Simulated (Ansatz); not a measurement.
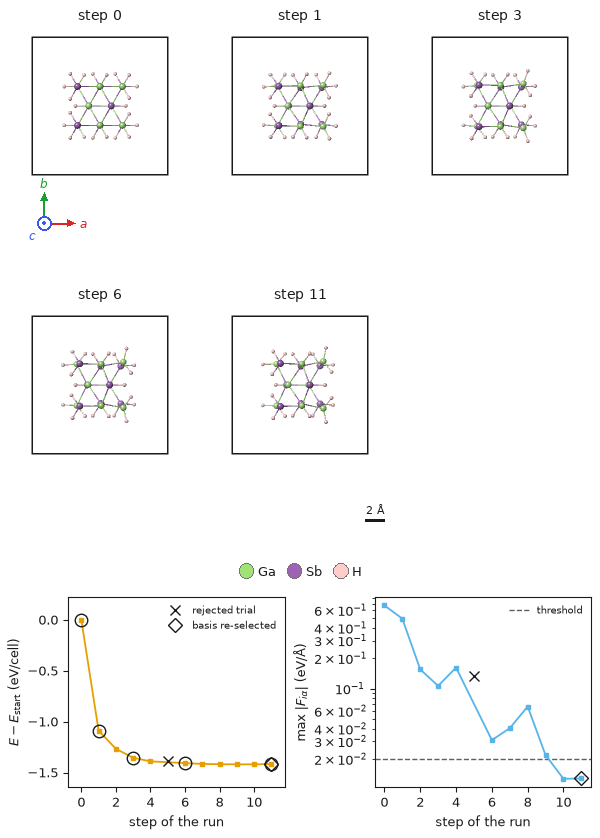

Frames of a relaxation of a wire of composition Ga₄Sb₄H₁₁, marked on the history of the run. The picture is a ball-and-stick view of the cell of the calculation, with the vacuum cut short (origin shifted), seen along the c axis.

Case: wire along [1 1 1], 16 atoms a period, capped with H.

Computed with DFT PBEsol, scalar-relativistic, plane waves, PAW in Ansatz 0.2.0.

Input file:
```yaml
crystal:
  lattice:
    - [17.1, 0.0, 0.0]
    - [0.0, 16.4, 0.0]
    - [0.0, 0.0, 10.5849583332]
  atoms:
    - { symbol: Ga, position: [0.5690907994, 0.5, 0.0] }
    - { symbol: Sb, position: [0.642041051, 0.6317466812, 0.0833333333] }
    - { symbol: Sb, position: [0.4961405478, 0.3682533188, 0.4166666667] }
    - { symbol: Sb, position: [0.3502400445, 0.6317466812, 0.75] }
    - { symbol: Ga, position: [0.4231902962, 0.5, 0.3333333333] }
    - { symbol: Sb, position: [0.642041051, 0.3682533188, 0.0833333333] }
    - { symbol: Sb, position: [0.4961405478, 0.6317466812, 0.4166666667] }
    - { symbol: Sb, position: [0.3502400445, 0.3682533188, 0.75] }
    - { symbol: Ga, position: [0.3502400445, 0.3682533188, 0.0] }
    - { symbol: Ga, position: [0.642041051, 0.3682533188, 0.3333333333] }
    - { symbol: Ga, position: [0.4961405478, 0.6317466812, 0.6666666667] }
    - { symbol: Sb, position: [0.4231902962, 0.5, 0.0833333333] }
    - { symbol: Ga, position: [0.3502400445, 0.6317466812, 0.0] }
    - { symbol: Ga, position: [0.642041051, 0.6317466812, 0.3333333333] }
    - { symbol: Ga, position: [0.4961405478, 0.3682533188, 0.6666666667] }
    - { symbol: Sb, position: [0.5690907994, 0.5, 0.75] }
    - { symbol: H, position: [0.5949005989, 0.7168813857, 0.0294833339] }
    - { symbol: H, position: [0.7363219552, 0.6317466812, 0.0294833339] }
    - { symbol: H, position: [0.4490000957, 0.2831186143, 0.3628166673] }
    - { symbol: H, position: [0.3030995925, 0.5466119768, 0.6961500006] }
    - { symbol: H, position: [0.3030995925, 0.7168813857, 0.6961500006] }
    - { symbol: H, position: [0.3366282964, 0.5, 0.3827745609] }
    - { symbol: H, position: [0.5949005989, 0.2831186143, 0.0294833339] }
    - { symbol: H, position: [0.7363219552, 0.3682533188, 0.0294833339] }
    - { symbol: H, position: [0.4490000957, 0.7168813857, 0.3628166673] }
    - { symbol: H, position: [0.3030995925, 0.4533880232, 0.6961500006] }
    - { symbol: H, position: [0.3030995925, 0.2831186143, 0.6961500006] }
    - { symbol: H, position: [0.2636780448, 0.3682533188, 0.0494412275] }
    - { symbol: H, position: [0.3935210444, 0.2900887071, 0.0494412275] }
    - { symbol: H, position: [0.6853220509, 0.4464179305, 0.3827745609] }
    - { symbol: H, position: [0.6853220509, 0.2900887071, 0.3827745609] }
    - { symbol: H, position: [0.5394215476, 0.7099112929, 0.7161078942] }
    - { symbol: H, position: [0.2636780448, 0.6317466812, 0.0494412275] }
    - { symbol: H, position: [0.3935210444, 0.7099112929, 0.0494412275] }
    - { symbol: H, position: [0.6853220509, 0.5535820695, 0.3827745609] }
    - { symbol: H, position: [0.6853220509, 0.7099112929, 0.3827745609] }
    - { symbol: H, position: [0.5394215476, 0.2900887071, 0.7161078942] }
    - { symbol: H, position: [0.6633717036, 0.5, 0.6961500006] }
basis:
  ecutwfc: 420
kpoints:
  mp_grid: { grid: [1, 1, 5] }
hamiltonian:
  xc: pbesol
scf:
  occupations: { method: gaussian, width: 0.05 }
output:
  forces: true
  stress: true
  eigenvalues: true
  populations: true
  write_density: true
  write_potential: true
  elf: true
  volumetric_format: npy
relax:
  adjacent_minimum: "off"
  f_tol: 0.02
  max_steps: 45
  cell: { fix: [a, b, alpha, beta, gamma], stress_tol: 0.03 }
```

Command:
```bash
ansatz run input.yaml --threads 4 --pin off --max-ram 11264MiB --backend cpu --events-out ev --progress --plain --runs-dir out
```

What happens along the run?

The energy falls by 1.416 eV per cell of the calculation in 9 accepted moves (11 points after the start). Largest force component: 0.67 eV/Å at the start, 0.013 eV/Å at the end. The line search rejected the trial step at point 5 of the run. At 1 point the geometry stayed and the basis and grid were re-selected for the new cell (energy shift of 3.3 meV per cell of the calculation at most each time). The largest moves relative to the centre of the atoms, 0.85 Å, are those of H31 and H36. Largest moves by element: H 0.85 Å, Ga 0.47 Å, Sb 0.45 Å. Along the periodic axis the drawn cell goes c 10.585 → 10.476 Å (−1.0 %). Near-neighbour distances that change, for instance: Sb4–Ga13 2.646 → 2.696 Å, Ga1–Sb12 2.646 → 2.604 Å, Sb2–Ga14 2.646 → 2.679 Å, Ga1–Sb16 2.646 → 2.625 Å. Among the angles between lasting bonds that change: H35–Ga14–H36 109.5° → 126.7°, H28–Ga9–H29 109.5° → 125.1°, Ga11–Sb4–Ga13 109.5° → 124.6°. Cost: 10 min on 4 threads of Intel(R) Xeon(R) Platinum 8488C (Sapphire Rapids), with other jobs on the host, peak memory 5.9 GiB. From step 0 to 1: Sb and Ga and H atoms move most (0.19 Å), energy −1.089 eV per cell of the calculation. From step 1 to 3: H atoms move most (0.37 Å), energy −0.267 eV per cell of the calculation. From step 3 to 6: H atoms move most (0.23 Å), energy −51.9 meV per cell of the calculation. From step 6 to 11: H atoms move most (0.18 Å), energy −8.7 meV per cell of the calculation.

```tsv
step	E − E(0), meV/atom	largest force component, eV/Å	note
0	0.00	0.6702	
1	-28.65	0.4953	
2	-33.33	0.1555	
3	-35.66	0.1066	
4	-36.57	0.1619	
5	-36.51	0.1347	rejected
6	-37.03	0.0309	
7	-37.24	0.0405	
8	-37.32	0.0665	
9	-37.35	0.0219	
10	-37.35	0.0127	
11	-37.26	0.0128	same geometry, new basis
```
